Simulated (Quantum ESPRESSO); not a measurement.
# A series of single points on Sn

System: Sn (I4/mmm, 1 atom in the cell).
Method: Kohn-Sham DFT of a periodic cell, PBEsol, GBRV 1.5 PBEsol, no spin polarisation (Quantum ESPRESSO 7.5).

The 7 runs differ only in the geometry, by an even scaling of the cell at fixed fractional positions. The structure derives from a Materials Project entry.

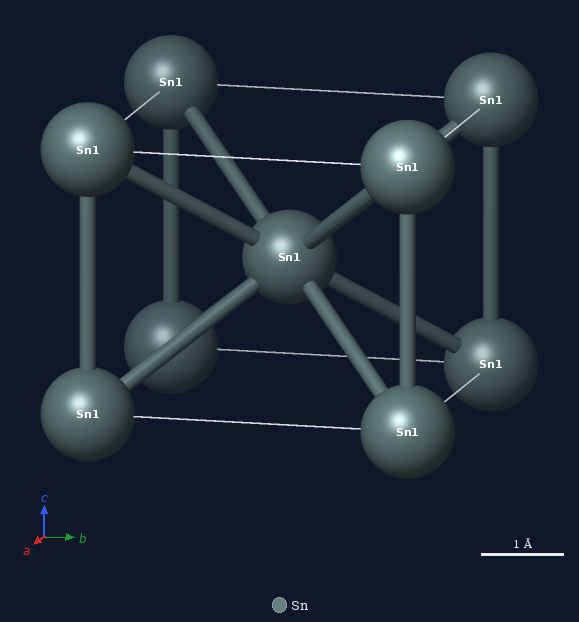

Figure 1. The structure of run 4 (ball-and-stick view of the cell 2 times as large as that of the calculation, set on its symmetry axes, seen slightly off an axis; atoms are numbered from 1 in the order of the input). An atom can appear more than once, as a periodic image.

## Input of run 4
```
&CONTROL
  calculation = 'scf'
  prefix = 'pwscf'
  outdir = './tmp'
  pseudo_dir = './pseudo'
  tstress = .true.
  disk_io = 'nowf'
/
&SYSTEM
  ibrav = 0
  nat = 1
  ntyp = 1
  ecutwfc = 68
  ecutrho = 544
  nbnd = 13
  occupations = 'smearing'
  smearing = 'fd'
  degauss = 0.00367493
/
&ELECTRONS
  conv_thr = 2d-10
  electron_maxstep = 120
  mixing_beta = 0.5
/
ATOMIC_SPECIES
Sn   118.7100 sn_pbesol_v1.4.uspp.F.UPF
CELL_PARAMETERS angstrom
  -2.0291894110    2.0291894110    1.6607599896
   2.0291894110   -2.0291894110    1.6607599896
   2.0291894110    2.0291894110   -1.6607599896
ATOMIC_POSITIONS crystal
Sn     0.0000000000    0.0000000000    0.0000000000
K_POINTS automatic
10 10 10 0 0 0
```

Command:
```bash
OMP_NUM_THREADS=1 mpirun -n 2 pw.x -nk 2 -in pw.in > pw.out
```

Run 3 differs from it as follows:
```diff
-  -2.0291894110    2.0291894110    1.6607599896
-   2.0291894110   -2.0291894110    1.6607599896
-   2.0291894110    2.0291894110   -1.6607599896
+  -2.0155702798    2.0155702798    1.6496136136
+   2.0155702798   -2.0155702798    1.6496136136
+   2.0155702798    2.0155702798   -1.6496136136
```

## Results, with one run withheld

| run | volume per atom (Å³) | free energy per atom, from the lowest run given (meV) | pressure (GPa) |
| --- | --- | --- | --- |
| 1 | 25.712 | 2.34 | 1.09 |
| 2 | 26.259 | 0.00 | −0.14 |
| 3 | 26.806 | ? | ? |
| 4 | 27.353 | 6.74 | −2.18 |
| 5 | 27.901 | 14.91 | −3.02 |
| 6 | 28.448 | 25.78 | −3.75 |
| 7 | 28.995 | 39.04 | −4.42 |

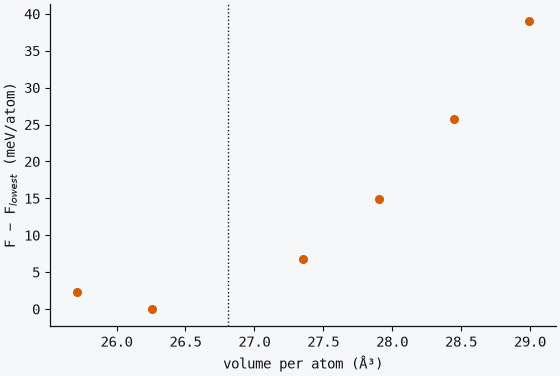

Figure 2. Free energy per atom of the runs given; the dotted line marks run 3.

Fit the runs given and predict run 3.

A cubic polynomial in V^(−2/3) (the Birch–Murnaghan form), fitted to the 6 runs given, misses them by at most 0.01 meV per atom. With x = V^(−2/3) − 0.11002 Å⁻², it reads F = 7.3493 − 4764.1 x + 7.6036e+05 x² + 3.7571e+06 x³ (meV per atom). At run 3 it gives 1.63 meV per atom, and the run itself gives 1.64. The slope of the fit gives a pressure −dF/dV of −1.01 GPa there, and the run prints −1.23 GPa. The two needn't agree exactly: the fit is approximate, and the printed stress is taken on a finite basis. The fit has its minimum at 26.297 Å³ per atom, where V d²F/dV² gives 55 GPa. Cell shape and fractional positions are held, so this is the stiffness under even scaling; the relaxed bulk modulus wasn't computed.

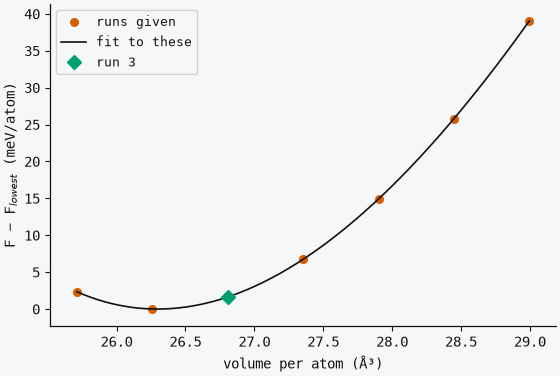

Figure 3. The fit and the withheld run.

## Some lines of the output (run 3)
```
[...]
     number of k points=   102  Fermi-Dirac smearing, width (Ry)=  0.0037
     total energy              =    -158.64535542 Ry
     total energy              =    -158.91665911 Ry
     total energy              =    -158.91794906 Ry
     total energy              =    -158.91831704 Ry
     total energy              =    -158.91842951 Ry
     total energy              =    -158.91842493 Ry
     total energy              =    -158.91842732 Ry
     total energy              =    -158.91842735 Ry
     the Fermi energy is    10.8491 ev
!    total energy              =    -158.91842735 Ry
     The total energy is F=E-TS. E is the sum of the following terms:
     Computing stress (Cartesian axis) and pressure
          total   stress  (Ry/bohr**3)                   (kbar)     P=      -12.30
```
